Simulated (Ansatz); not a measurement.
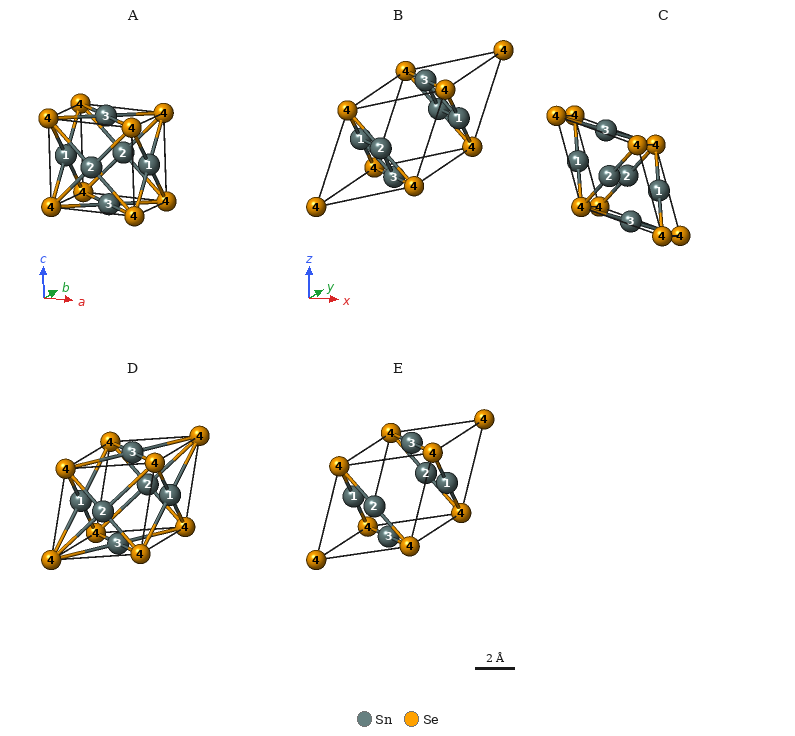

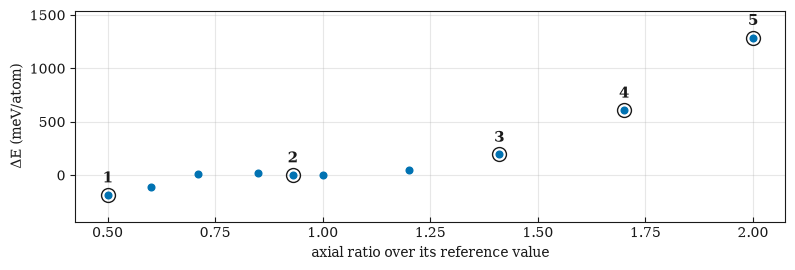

A scan of solid Sn$_{3}$Se (Pm-3m): the ratio of the cell's length along [111] to its lengths across, counted as 1 for the reference, is changed at fixed volume (a trigonal path), with the atoms kept at their fractional coordinates. x, y and z are the Cartesian axes of the input. The frames are shuffled; the numbered points of the plot belong to them. Style: ball-and-stick. Shown: the cell of the calculation, slightly off an axis.

The calculation used DFT PBE, scalar-relativistic, plane waves, PAW in Ansatz 0.2.0. (plane-wave cutoff 420 eV; k-point mesh 12 × 12 × 12; occupations gaussian; smearing width 0.15 eV; no spin polarisation). Energies (free energies at the smearing named) are counted from the relaxed crystal.

**Which frame belongs to which numbered point?**

Point 1 is frame C (the relative ratio 0.50, −185 meV/atom); 2 is frame A (the relative ratio 0.93, 3 meV/atom); 3 is frame D (the relative ratio 1.41, 195 meV/atom); 4 is frame E (the relative ratio 1.70, 609 meV/atom); 5 is frame B (the relative ratio 2.00, 1289 meV/atom). Of the computed points the lowest is at the relative ratio 0.50, −185 meV/atom. The energy is still falling at the end of the range, so the minimum along this coordinate lies there or beyond. At the ends of the scan the energy is −185 meV/atom (0.50) and 1289 meV/atom (2.00). The distortion takes the space group from Pm-3m to R-3m, except for Im-3m at 0.50. At the relative ratio 2.00 the cell of the drawing goes a 4.753 → 5.335 Å, b 4.753 → 5.335 Å, c 4.753 → 5.335 Å, α 90.0° → 60.0°, β 90.0° → 60.0°, γ 90.0° → 60.0°.
